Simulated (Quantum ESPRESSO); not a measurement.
# Energy of Ca along an even scaling of the cell

System: Ca (I4/mmm, 1 atom in the cell).
Method: Kohn-Sham DFT of a periodic cell, PBE, SSSP 1.3 efficiency PBE, no spin polarisation (Quantum ESPRESSO 7.5).

The 7 runs differ only in the geometry, by an even scaling of the cell at fixed fractional positions. The structure derives from a Materials Project entry.

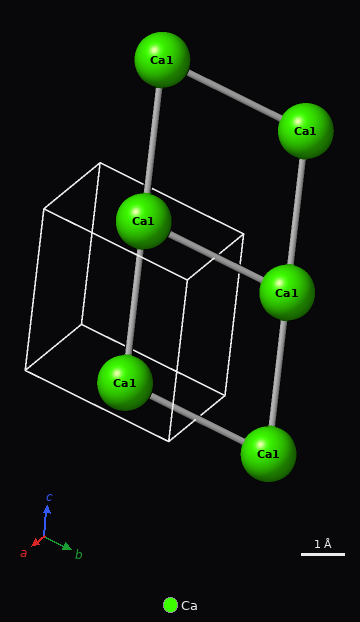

Figure 1. The structure of run 4 (ball-and-stick view of the cell of the calculation, repeated 1 × 2 × 2, seen slightly off an axis; atoms are numbered from 1 in the order of the input).

### Input file of run 4
```
&CONTROL
  calculation = 'scf'
  prefix = 'pwscf'
  outdir = './tmp'
  pseudo_dir = './pseudo'
  tprnfor = .true.
  tstress = .true.
  disk_io = 'low'
/
&SYSTEM
  ibrav = 0
  nat = 1
  ntyp = 1
  ecutwfc = 55
  ecutrho = 440
  nbnd = 10
  occupations = 'smearing'
  smearing = 'fd'
  degauss = 0.00367493
/
&ELECTRONS
  conv_thr = 2d-10
  electron_maxstep = 120
  mixing_beta = 0.5
/
ATOMIC_SPECIES
Ca    40.0780 Ca_pbe_v1.uspp.F.UPF
CELL_PARAMETERS angstrom
  -2.2052049036    2.2052049036    2.1961148100
   2.2052049036   -2.2052049036    2.1961148100
   2.2052049036    2.2052049036   -2.1961148100
ATOMIC_POSITIONS crystal
Ca     0.5000000000    0.5000000000    0.0000000000
K_POINTS automatic
9 9 9 0 0 0
```

### File pp_density.in of run 4
```
&INPUTPP
  prefix = 'pwscf'
  outdir = './tmp'
  filplot = 'density.dat'
  plot_num = 0
/
&PLOT
  nfile = 1
  filepp(1) = 'density.dat'
  iflag = 3
  output_format = 6
  fileout = 'density.cube'
/
```

### File pp_potential.in of run 4
```
&INPUTPP
  prefix = 'pwscf'
  outdir = './tmp'
  filplot = 'potential.dat'
  plot_num = 11
/
&PLOT
  nfile = 1
  filepp(1) = 'potential.dat'
  iflag = 3
  output_format = 6
  fileout = 'potential.cube'
/
```

Command:
```bash
OMP_NUM_THREADS=1 pw.x -in pw.in > pw.out
OMP_NUM_THREADS=1 pp.x -in pp_density.in > pp_density.out
OMP_NUM_THREADS=1 pp.x -in pp_potential.in > pp_potential.out
```

Run 6 has the same physical settings and fractional positions; its lattice vectors (Å) are:
```
  -2.234224    2.234224    2.225014
   2.234224   -2.234224    2.225014
   2.234224    2.234224   -2.225014
```

### Results, with one run withheld

| run | volume per atom (Å³) | free energy per atom, from the lowest run given (meV) | pressure (GPa) |
| --- | --- | --- | --- |
| 1 | 40.155 | 5.34 | 0.88 |
| 2 | 41.009 | 1.69 | 0.50 |
| 3 | 41.864 | 0.00 | 0.14 |
| 4 | 42.718 | 0.15 | −0.19 |
| 5 | 43.573 | 2.01 | −0.50 |
| 6 | 44.427 | ? | ? |
| 7 | 45.281 | 10.40 | −1.06 |

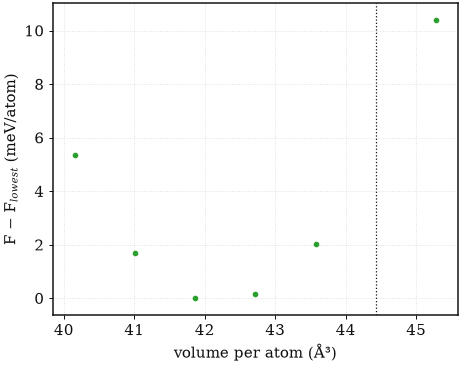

Figure 2. Free energy per atom of the runs given; the dotted line marks run 6.

Estimate the energy of run 6 from the others.

A cubic polynomial in V^(−2/3) (the Birch–Murnaghan form), fitted to the 6 runs given, misses them by under 0.01 meV per atom. With x = V^(−2/3) − 0.08227 Å⁻², it reads F = −0.12122 − 300.7 x + 7.237e+05 x² − 6.7805e+06 x³ (meV per atom). At run 6 it gives 5.46 meV per atom, and the run itself gives 5.46. The slope of the fit gives a pressure −dF/dV of −0.79 GPa there, and the run prints −0.79 GPa. The fit has its minimum at 42.217 Å³ per atom, where V d²F/dV² gives 16.5 GPa. Cell shape and fractional positions are held, so this is the stiffness under even scaling; the relaxed bulk modulus wasn't computed.

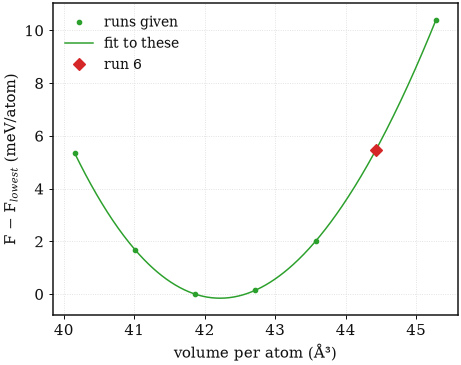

Figure 3. The fit and the withheld run.

### Some lines of the output (run 6)
```
[...]
     unit-cell volume          =     299.8078 (a.u.)^3
     number of k points=    75  Fermi-Dirac smearing, width (Ry)=  0.0037
     total energy              =     -74.92350657 Ry
     total energy              =     -74.92377427 Ry
     total energy              =     -74.92380185 Ry
     total energy              =     -74.92380369 Ry
     total energy              =     -74.92380375 Ry
     the Fermi energy is     4.7115 ev
!    total energy              =     -74.92380376 Ry
     The total energy is F=E-TS. E is the sum of the following terms:
     Computing stress (Cartesian axis) and pressure
          total   stress  (Ry/bohr**3)                   (kbar)     P=       -7.92
```
